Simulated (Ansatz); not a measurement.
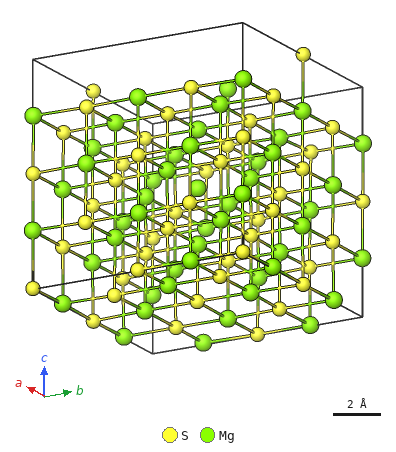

This is the input geometry for a relaxation of a defect cell of composition S₃₁Mg₃₃ (cell charge +3). A ball-and-stick model of the cell of the calculation (origin shifted), seen from a free direction.

The calculation used DFT, PBEsol, PAW, plane waves in Ansatz.

Set-up: plane-wave cutoff 420 eV; k-point mesh 1 × 1 × 1; mesh shifted by (0.25, 0.25, 0.25); collinear spin; atoms relaxed in a fixed cell; force threshold 0.03 eV/Å; at most 80 steps.

```
S Mg
1.0
    10.36396    0.00000    0.00000
     0.00000   10.36396    0.00000
     0.00000    0.00000   10.36396
S Mg
31 33
Direct
  0.24719 0.00055 0.99784
  0.24903 0.99824 0.50013
  0.25278 0.49853 0.00208
  0.74581 0.99696 0.00032
  0.74821 0.99930 0.49875
  0.75136 0.49949 0.99947
  0.74830 0.50065 0.49941
  0.99580 0.25067 0.00057
  0.99689 0.24871 0.50175
  0.00256 0.74791 0.99982
  0.00240 0.74839 0.49973
  0.50095 0.24551 0.99972
  0.49846 0.24955 0.50098
  0.50035 0.74822 0.00202
  0.49934 0.75097 0.50120
  0.99951 0.99909 0.25244
  0.99846 0.99837 0.75030
  0.99935 0.50188 0.24971
  0.00108 0.49977 0.75108
  0.50023 0.99884 0.24895
  0.49772 0.00136 0.74725
  0.50270 0.49955 0.24975
  0.49730 0.49730 0.75002
  0.24839 0.25164 0.25164
  0.25121 0.24911 0.75103
  0.24730 0.75271 0.25038
  0.25230 0.74870 0.74723
  0.74584 0.24653 0.24838
  0.74800 0.25417 0.74787
  0.75201 0.74730 0.25192
  0.74770 0.75202 0.75357
  0.25095 0.49966 0.49503
  0.99647 0.00340 0.99994
  0.00130 0.00189 0.49844
  0.00129 0.50131 0.99742
  0.99671 0.50143 0.49926
  0.49997 0.99912 0.00353
  0.50075 0.99909 0.49990
  0.50024 0.50147 0.00297
  0.50391 0.49787 0.50333
  0.25140 0.24845 0.00251
  0.25049 0.25104 0.49850
  0.25033 0.75157 0.00189
  0.24827 0.74901 0.49989
  0.75511 0.24423 0.00315
  0.74997 0.25356 0.50195
  0.74750 0.74937 0.00133
  0.74755 0.74834 0.50148
  0.24974 0.99699 0.25245
  0.25132 0.99965 0.75082
  0.24822 0.50025 0.25201
  0.24947 0.50099 0.75080
  0.75419 0.00080 0.24988
  0.74980 0.00122 0.75000
  0.74828 0.50249 0.24779
  0.74868 0.49929 0.75172
  0.00195 0.24856 0.25184
  0.00362 0.25025 0.74941
  0.99944 0.74739 0.24802
  0.00026 0.74587 0.74590
  0.49928 0.24772 0.25082
  0.50088 0.25016 0.74959
  0.49958 0.75234 0.24802
  0.50238 0.75035 0.74962
```

> Predict the outcome.

The energy falls by 3.567 eV per cell of the calculation in 10 geometry steps. Largest force component: 2.7 eV/Å at the start, 0.0077 eV/Å at the end. The largest move is that of Mg32, 1.40 Å along [1 −1 −1]. By element the largest moves are Mg 1.40 Å, S 0.23 Å. The lattice vectors keep their values. Some distances before and after: S13–Mg32 3.647 → 2.447 Å, S22–Mg32 3.643 → 2.445 Å, S24–Mg32 3.602 → 2.446 Å, Mg32–Mg44 2.585 → 3.618 Å. New bonds form, among them: S13–Mg32 (3.65 → 2.45 Å), S22–Mg32 (3.64 → 2.45 Å), S24–Mg32 (3.60 → 2.45 Å). Bond angles that change, for instance: S24–Mg42–S25 179.6° → 153.3°, Mg40–S22–Mg51 89.8° → 115.8°, S18–Mg51–S22 178.9° → 153.8°. Cost: 9.6 s on 1 × NVIDIA GB200 with 8 threads of Arm Neoverse-V2, peak memory 1.9 GiB.

After the run, drawn alike:

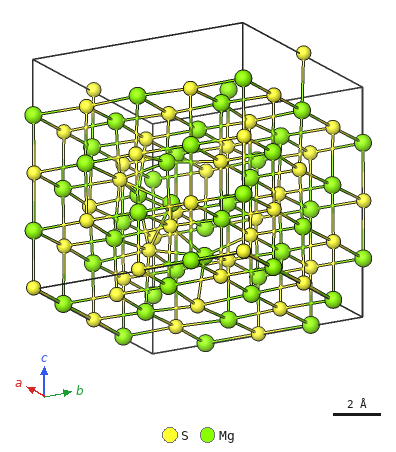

Limits of the set-up: the cell is charged, on a uniform background, and energies carry no finite-size correction.
